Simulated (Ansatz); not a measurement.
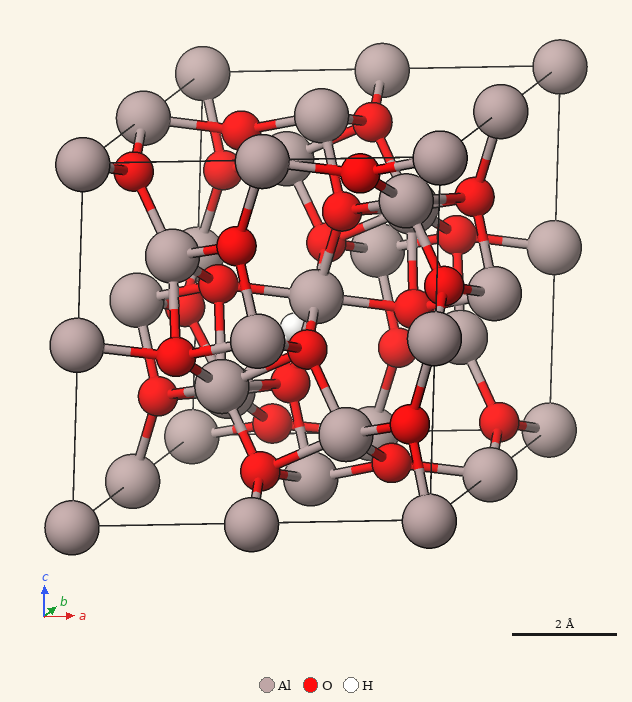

**Figure 1.** The structure (ball-and-stick view of the cell of the calculation, seen slightly off an axis). An atom can appear more than once, as a periodic image.

# Single-point calculation, with input and output: Al₁₆HO₂₄ (charge +1) (part 1 of 2)

The run: single-point calculation of Al₁₆HO₂₄ (defect cell, 41 atoms in the cell, total charge +1). Method and program: DFT PBE, scalar-relativistic, plane waves, PAW, spin-polarised (Ansatz 0.2.0).

The structure derives from a Materials Project entry.

## Input
```yaml
crystal:
  lattice:
    - [-4.7976, -2.769896, 4.462709]
    - [4.7976, -2.769896, 4.462709]
    - [0.0, 5.539791, 4.462709]
  atoms:
    - { symbol: Al, position: [-0.0009070884, -0.0002392203, -0.0036099294] }
    - { symbol: Al, position: [0.499967311, 0.4982722354, -0.003069852] }
    - { symbol: Al, position: [0.502564255, 0.0022826086, 0.5004439543] }
    - { symbol: Al, position: [-0.0014910434, 0.4987954967, 0.4978216952] }
    - { symbol: Al, position: [0.5007244362, 0.4975701042, 0.4991197505] }
    - { symbol: Al, position: [-0.002203782, 0.0009851067, 0.4986221524] }
    - { symbol: Al, position: [0.0007856473, 0.50050311, -0.0014098604] }
    - { symbol: Al, position: [0.5012589714, 0.0005178789, -0.0043631962] }
    - { symbol: Al, position: [0.6939771448, 0.6937831998, 0.6927679834] }
    - { symbol: Al, position: [0.1940358343, 0.1946460313, 0.6918381564] }
    - { symbol: Al, position: [0.1961590739, 0.6958843677, 0.1940393348], spin: 0.2 }
    - { symbol: Al, position: [0.6949039253, 0.1937336415, 0.1919007453] }
    - { symbol: Al, position: [0.3063063698, 0.3066263069, 0.3027973802] }
    - { symbol: Al, position: [0.806910045, 0.8046383293, 0.3041324336] }
    - { symbol: Al, position: [0.8070473395, 0.3068304984, 0.8049218821] }
    - { symbol: Al, position: [0.3048837927, 0.8060156599, 0.8047769257] }
    - { symbol: O, position: [0.4172849933, 0.550740517, 0.2487361582], spin: 0.2 }
    - { symbol: O, position: [0.9168911137, 0.0596658331, 0.2496990969] }
    - { symbol: O, position: [0.9149938752, 0.5590880476, 0.7503648419] }
    - { symbol: O, position: [0.416174791, 0.0607070143, 0.749030318] }
    - { symbol: O, position: [0.4425700317, 0.7470078326, 0.5860199981] }
    - { symbol: O, position: [0.9395930214, 0.2484013971, 0.5827018612] }
    - { symbol: O, position: [0.9411169558, 0.7481596157, 0.0821481662] }
    - { symbol: O, position: [0.44099226, 0.2455896754, 0.0821418277] }
    - { symbol: O, position: [0.74580263, 0.5840163499, 0.4388376318] }
    - { symbol: O, position: [0.2472561185, 0.08788202, 0.4404351098] }
    - { symbol: O, position: [0.2484156359, 0.5840131416, 0.9389387638] }
    - { symbol: O, position: [0.7486741824, 0.0846041106, 0.9374541266] }
    - { symbol: O, position: [0.2518431226, 0.4166285723, 0.5577747849] }
    - { symbol: O, position: [0.7511770704, 0.9159084849, 0.5587734381] }
    - { symbol: O, position: [0.7525392114, 0.4147398633, 0.0571792651] }
    - { symbol: O, position: [0.2508678382, 0.9169833187, 0.0488565698], spin: 0.2 }
    - { symbol: O, position: [0.5609434423, 0.2508933886, 0.4140436582] }
    - { symbol: O, position: [0.050998178, 0.7506048179, 0.4151311136] }
    - { symbol: O, position: [0.0593426837, 0.2522827144, 0.9128438168] }
    - { symbol: O, position: [0.5599036979, 0.751616469, 0.914738508] }
    - { symbol: O, position: [0.5848275395, 0.4393591604, 0.7465318449] }
    - { symbol: O, position: [0.0842879204, 0.9407658625, 0.7436852672] }
    - { symbol: O, position: [0.0843058807, 0.4408346172, 0.2462769624] }
    - { symbol: O, position: [0.5881712663, 0.9423448999, 0.2451056193], spin: 0.2 }
    - { symbol: H, position: [0.3338748444, 0.8335680244, 0.3315693772], spin: 0.53 }
magnetization:
  spin_polarized: true
total_charge: 1
basis:
  ecutwfc: 420
  fft_grid_basis: typed
kpoints:
  mp_grid: { grid: [3, 3, 3] }
hamiltonian:
  xc: pbe
  pseudopotentials: { kind: paw }
scf:
  occupations: { method: gaussian, width: 0.05 }
output:
  forces: true
  stress: false
  eigenvalues: true
  bader: true
  write_density: true
  volumetric_format: npy
  populations: true
```

Hardware: 4 threads of Arm Neoverse V2, 24 GiB of memory available, shared host.

Launch command:
```bash
ansatz run input.yaml --threads 4 --pin off --max-ram 10240MiB --backend cpu --events-out ev --progress --plain --runs-dir out
```

## Log
```
Engine: ansatz 0.2.0, aarch64-unknown-linux-gnu
Pseudopotentials: kind: paw
Pseudopotential: Al, paw, valence charge 3, recommended cutoff 420 eV (normal), Al.paw.azcp
Pseudopotential: O, paw, valence charge 6, recommended cutoff 420 eV (normal), O.paw.azcp
Pseudopotential: H, paw, valence charge 1, recommended cutoff 420 eV (normal), H.paw.azcp
Functional definition: PBE
  parameter kappa = 0.804
  parameter beta = 0.06672455060314922
  exchange = pbe_x(kappa = kappa, mu = beta*pi^2/3)
  correlation = pbe_c(beta = beta)
Crystal: 41 atoms, lattice volume = 355.826 Å³
Basis set: ecut = 420 eV, 6945 PW (Γ), exchange–correlation on 96×96×96 points (8 copies of the dense FFT grid, shifted against one another)
Bands: 138, of which v1, the nominal top of the filled ones, is band 96 counted from 1 (95 counted from 0)
Symmetry: 1 space group operations
Space group: P1 (ITA 1), of the structure as read, at distance tolerance 7.1e-5 Å
Magnetic group: BNS 1.1 (UNI 1), of the structure as read, at distance tolerance 7.1e-5 Å
k-points: 14 of 27 (time reversal used)
Non-local potential: Al, projectors of the file, l = 0: 2, l = 1: 2, l = 2: 1
Non-local potential: O, projectors of the file, l = 0: 2, l = 1: 2, l = 2: 1
Non-local potential: H, projectors of the file, l = 0: 2, l = 1: 1
PAW form: soft (Blöchl's): semilocal exchange-correlation on the pseudo side does not see the compensation charge
PAW one-centre angular grid: Al, 110 points (default); XC on 64 Gauss nodes
PAW one-centre angular grid: O, 110 points (default); XC on 64 Gauss nodes
PAW one-centre angular grid: H, 110 points (default); XC on 64 Gauss nodes
Initial density: superposition of atomic densities (chi_scale 0.1, normalization cell, long waves kept (reshape's long-wave potential 0.06 eV rms))
Starting moments: Σ|m| = 1.33 μB on 5 of 41 sites
Initial wavefunctions: pseudopotential atomic-orbital guess
Functional: x = pbe(κ = 0.804, μ = 0.2195149727645171), c = pbe(β = 0.06672455060314922)
SCF iter   1: F=—  HF=-22315.870452 eV  |F-HF|=—  |Δ(HF+E_count)|=         —  Δρ=6.97e-2 (↑6.76e-2 ↓6.97e-2)  dr2=6.59e1  dr2_m=2.09e-1  M=0.000 μB ∫|m|=0.249 μB  β_m=0.30  ethr=3.10e-3  ⟨swp⟩=7.0  Hψ=18233  notcnv=0  defer=320
preconditioner: auto → Resta (q_TF=auto, 2.462 Å⁻¹)  ε∞=3.2  [insulator: Δε(μ)=3.278 eV  Ē_g=18.318 eV  σ=0.050 eV  W_gap=1.00  n_scr=86 (ndim 8)  ℏωp=27.3 eV  f_vac=0.000  D(μ)=0.00/eV (n_scr^D=0)  ε∞_Penn≈3.2]
spin=Collinear: Resta preconditioning applied to the charge; magnetization (m = ρ↑ − ρ↓) channel mixes plain (no charge-response kernel on spin).
SCF iter   2: F=—  HF=-22300.736796 eV  |F-HF|=—  |Δ(HF+E_count)|=    1.51e1  Δρ=3.21e-2 (↑3.09e-2 ↓3.21e-2)  dr2=1.52e1  dr2_m=9.46e-2  M=0.000 μB ∫|m|=0.271 μB  β_m=0.30  ethr=3.10e-3  ⟨swp⟩=3.0  Hψ=7259  notcnv=0  defer=1030
SCF iter   3: F=—  HF=-22297.064066 eV  |F-HF|=—  |Δ(HF+E_count)|=    3.67e0  Δρ=1.72e-2 (↑1.72e-2 ↓1.69e-2)  dr2=1.98e0  dr2_m=4.09e-2  M=0.000 μB ∫|m|=0.290 μB  β_m=0.30  ethr=3.10e-3  ⟨swp⟩=3.1  Hψ=5757  notcnv=0  defer=1030
SCF iter   4: F=—  HF=-22296.856545 eV  |F-HF|=—  |Δ(HF+E_count)|=   2.08e-1  Δρ=4.12e-3 (↑3.48e-3 ↓4.12e-3)  dr2=8.48e-2  dr2_m=2.45e-2  M=0.000 μB ∫|m|=0.232 μB  β_m=0.30  ethr=1.03e-3  ⟨swp⟩=3.0  Hψ=6586  notcnv=0  defer=1042
SCF iter   5: F=—  HF=-22296.894373 eV  |F-HF|=—  |Δ(HF+E_count)|=   3.78e-2  Δρ=2.66e-3 (↑2.33e-3 ↓2.66e-3)  dr2=1.70e-2  dr2_m=1.46e-2  M=0.000 μB ∫|m|=0.195 μB  β_m=0.30  ethr=4.41e-5  ⟨swp⟩=2.8  Hψ=5473  notcnv=0  defer=1042
SCF iter   6: F=—  HF=-22296.912406 eV  |F-HF|=—  |Δ(HF+E_count)|=   1.80e-2  Δρ=1.82e-3 (↑1.82e-3 ↓1.70e-3)  dr2=1.85e-3  dr2_m=9.30e-3  M=0.000 μB ∫|m|=0.161 μB  β_m=0.30  ethr=8.84e-6  ⟨swp⟩=2.0  Hψ=4972  notcnv=0  defer=1042
SCF iter   7: F=—  HF=-22296.920427 eV  |F-HF|=—  |Δ(HF+E_count)|=   8.02e-3  Δρ=1.40e-3 (↑1.40e-3 ↓1.31e-3)  dr2=5.16e-4  dr2_m=5.88e-3  M=0.000 μB ∫|m|=0.136 μB  β_m=0.30  ethr=9.63e-7  ⟨swp⟩=2.0  Hψ=4830  notcnv=0  defer=1042
Mixer restart at iter 7: flushing history
spin-set hold released at iteration 7 (site moments contracting): the magnetisation degrees of freedom join the quasi-Newton model from the next iteration; the mixer history was flushed
SCF iter   8: F=—  HF=-22296.924694 eV  |F-HF|=—  |Δ(HF+E_count)|=   4.27e-3  Δρ=1.12e-3 (↑1.12e-3 ↓1.07e-3)  dr2=3.02e-4  dr2_m=3.82e-3  M=0.000 μB ∫|m|=0.115 μB  β_m=0.56  ethr=2.69e-7  ⟨swp⟩=2.0  Hψ=4555  notcnv=0  defer=1042
SCF iter   9: F=—  HF=-22296.933464 eV  |F-HF|=—  |Δ(HF+E_count)|=   8.77e-3  Δρ=3.34e-4 (↑3.34e-4 ↓3.18e-4)  dr2=1.58e-5  dr2_m=3.45e-4  M=0.000 μB ∫|m|=0.040 μB  β_m=0.82  ethr=1.57e-7  ⟨swp⟩=3.0  Hψ=7238  notcnv=0  defer=1042
SCF iter  10: F=—  HF=-22296.934922 eV  |F-HF|=—  |Δ(HF+E_count)|=   1.46e-3  Δρ=8.59e-5 (↑6.15e-5 ↓8.59e-5)  dr2=2.66e-5  dr2_m=1.10e-5  M=0.000 μB ∫|m|=0.007 μB  β_m=0.81  ethr=8.25e-9  ⟨swp⟩=3.1  Hψ=8478  notcnv=0  defer=1042
SCF iter  11: F=—  HF=-22296.935072 eV  |F-HF|=—  |Δ(HF+E_count)|=   1.49e-4  Δρ=3.91e-5 (↑3.91e-5 ↓3.40e-5)  dr2=1.25e-5  dr2_m=6.49e-7  M=0.000 μB ∫|m|=0.002 μB  β_m=0.66  ethr=8.25e-9  ⟨swp⟩=2.4  Hψ=5520  notcnv=0  defer=1042
SCF iter  12: F=—  HF=-22296.935070 eV  |F-HF|=—  |Δ(HF+E_count)|=   2.16e-6  Δρ=8.47e-6 (↑6.98e-6 ↓8.47e-6)  dr2=1.63e-7  dr2_m=1.58e-7  M=0.000 μB ∫|m|=0.001 μB  β_m=0.73  ethr=6.52e-9  ⟨swp⟩=2.4  Hψ=5494  notcnv=0  defer=1042
SCF iter  13: F=—  HF=-22296.935070 eV  |F-HF|=—  |Δ(HF+E_count)|=   3.19e-7  Δρ=3.65e-6 (↑3.65e-6 ↓2.93e-6)  dr2=4.63e-8  dr2_m=2.36e-8  M=0.000 μB ∫|m|=0.000 μB  β_m=0.84  ethr=5.21e-11  ⟨swp⟩=21.6  Hψ=26896  notcnv=0
SCF iter  14: F=—  HF=-22296.935070 eV  |F-HF|=—  |Δ(HF+E_count)|=   6.58e-8  Δρ=1.91e-6 (↑1.52e-6 ↓1.91e-6)  dr2=3.14e-8  dr2_m=1.19e-9  M=0.000 μB ∫|m|=0.000 μB  β_m=0.71  ethr=2.41e-11  ⟨swp⟩=3.9  Hψ=9830  notcnv=0
SCF iter  15: F=-22296.935070 eV  HF=-22296.935070 eV  |F-HF|=3.27e-10  |Δ(HF+E_count)|=   2.26e-9  Δρ=2.82e-7 (↑2.82e-7 ↓2.62e-7)  dr2=6.47e-10  dr2_m=9.50e-11  M=0.000 μB ∫|m|=0.000 μB  ethr=1.63e-11  ⟨swp⟩=3.0  Hψ=8563  notcnv=0
SCF 1 converged in 15 iterations: F = -22296.935070 eV  dr2 = 6.47e-10
  greatest PAW one-centre occupation: 0.863 electrons in one spin orbital (limit 2), on the O atom at site 31 (counted from 0), in its partial waves of l = 0
```

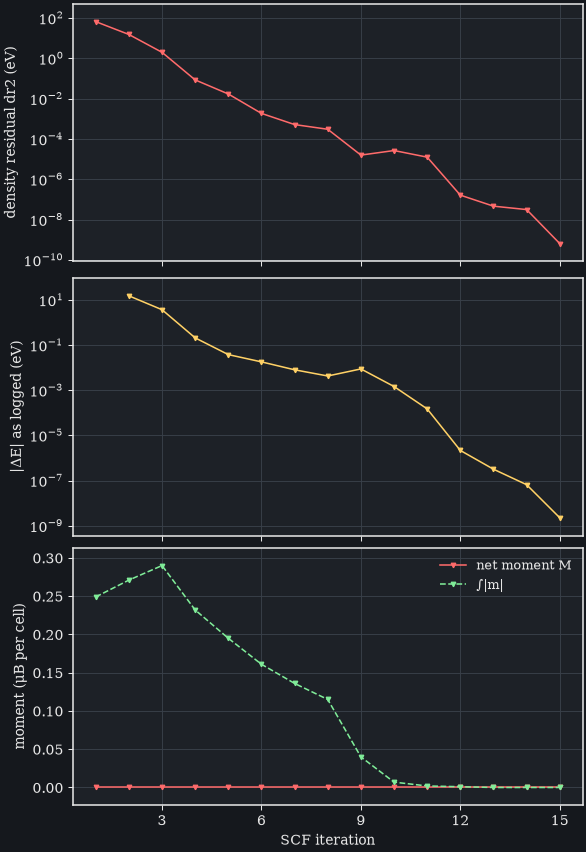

**Figure 2.** Convergence of the self-consistent field: density residual dr2, size of the energy change and magnetic moment against the SCF iteration. The residual falls almost steadily, with no more than small rises. The net moment stays at 0.0 μB per cell, and ∫|m| falls to zero.

```
WARN: the starting moments were not kept: the SCF closed with an absolute magnetisation of 1.5e-5 μB, where they sum to 1.33 μB in size (5 sites). That is at most 0.1 of that sum. Measured as dr2_m measures the in/out step, that magnetisation stands 1.7e-11 eV from none, at or under the dr2_threshold of 1.0e-7 eV: it is no larger than a step whose dr2_m would equal this threshold. The system may hold no moment; this SCF shows only that its start led to no more than that. To try another start: raise the starting moments (crystal.atoms[].spin, magnetization.per_species, magnetization.initial_magnetization, or on a non-collinear deck that types none of these the spinor_matrix: blocks that start its atoms; where the total moment is fixed, keep their sum and leave initial_magnetization as it is; typed ones take the place of any that the run laid by itself, positive ones on a crystal's lanthanoids without a Hubbard term where scf.initial_density.shell_occupations: [] is typed) or, if the notice of its spin-set hold's release reads "site moments contracting" or "site moments show no strong build", lengthen the hold (scf.mixing.spin_hold: { on: { confirm: 4 } }; for m-r²SCAN on two components see the key's manual first). Each may lead to a state that holds a moment. A second SCF, from the converged charge density, with the starting moments and any scf.initial_density.shell_occupations laid on it anew, would have followed, and was not run: the deck does not ask for one (magnetization.retry_lost_moments is false, the default). To let it run, set magnetization.retry_lost_moments: true and run the deck again, where that key's refused combinations let it; where memory then withholds it, that run's warning says so.
SCF converged after 15 iterations
Magnetization: 0.0000 μB (96.0000 up, 96.0000 down)
Absolute magnetization: 0.0000 μB (∫|ρ↑−ρ↓|, with the PAW one-centre terms)
Spin contamination: 0.0000 ħ² per cell (⟨S²⟩ above its minimum at these occupations)
Per-site moments (μB) at R_I (Å): [(-3.803114076121559e-8, 0.7809731527561309), (-4.622333958358314e-8, 0.7810018610203352), (-2.9404907214931256e-8, 0.7791474872009567), (-4.447153021581009e-8, 0.7810316690617243), (-5.1116457557016294e-8, 0.7840271471905881), (-3.924742904748906e-8, 0.7840166975311498), (-1.6917898190105104e-8, 0.7874956804737023), (-5.603977402358149e-8, 0.7840712034273443), (-4.1289519774270657e-8, 0.7528842356512663), (-3.6055203335784834e-8, 0.7528844102337071), (1.5376953338506963e-7, 0.7601485264629475), (-2.2200640476172782e-8, 0.7529202615808359), (-6.660775619762316e-8, 0.752184020745094), (-6.869267493132951e-8, 0.7522415697849731), (-1.1023049293976007e-8, 0.7537524888337948), (-6.879395966160395e-8, 0.7522449009275438), (1.1233919243627047e-7, 0.7646812688188416), (-2.5680786864889286e-7, 0.7546316824117644), (2.925874893021531e-8, 0.7528842356512663), (-3.748639397997849e-8, 0.7543917049068833), (3.177810475375017e-7, 0.7522449009275438), (3.687146981919475e-8, 0.7538035404713996), (-7.116462729762222e-8, 0.7538170829711198), (-5.634422610995409e-8, 0.7546262136988326), (4.480421664620446e-8, 0.7546239362625297), (1.7553900957849706e-7, 0.752184020745094), (-2.200114547541522e-8, 0.7537980303115949), (-1.545632154306226e-8, 0.7537602955103961), (6.13041196716453e-9, 0.7546214924827883), (7.102028580307052e-8, 0.7544328343436034), (1.5530242904719562e-8, 0.7529202615808359), (2.5678734038922e-7, 0.7646775926809379), (-2.7145997278455973e-8, 0.7544039468081775), (3.4826302282020834e-7, 0.764638852934799), (9.253519221099897e-9, 0.7528844102337071), (6.65455779721736e-8, 0.7546239710733792), (4.473607303228531e-8, 0.7537524888337948), (-6.269470943916192e-8, 0.754603916314213), (-3.580812778865436e-8, 0.7538893622932933), (-6.847059131389406e-8, 0.7522415697849731), (2.641533593442454e-6, 0.7601485264629475)]
Free energy (F): -22296.935070 eV
Harris-Foulkes:  -22296.935070 eV  (|F-HF|=3.27e-10)
Internal energy: -22296.935070 eV  (E = F + TS)
E sigma→0 (E₀):  -22296.935070 eV
Fermi energy:    7.747427 eV
--- Per-component energies (eV) ---
  E_band       = 140.324700
  E_kinetic    = 4729.640578
  E_local      = -8469.564238  (includes V_loc(G=0)·N_el)
  E_nonlocal   = 1297.400835
  E_hartree    = 3150.493759
  E_xc         = -2453.279042
  E_vxc        = -2786.603307  (∫ρ·V_xc dr)
  E_paw        = -11285.375130  (= ΣΔE_a)
  E_vpaw       = -931.597858  (= ΣTr[D̂ρ^β])
  E_aug_tail   = 0.059849  (compensation charges beyond the density's cutoff)
  E_ewald      = -9266.311680
  E_smearing   = -0.000000  (= −TS)
  E_closure    = 0.000000  (closes the sum)
  E_deformation_potential = 17.971393  (in the stress; not in F)
  Σ components = -22296.935070   (vs F -22296.935070, Δ=0.00e0)
```
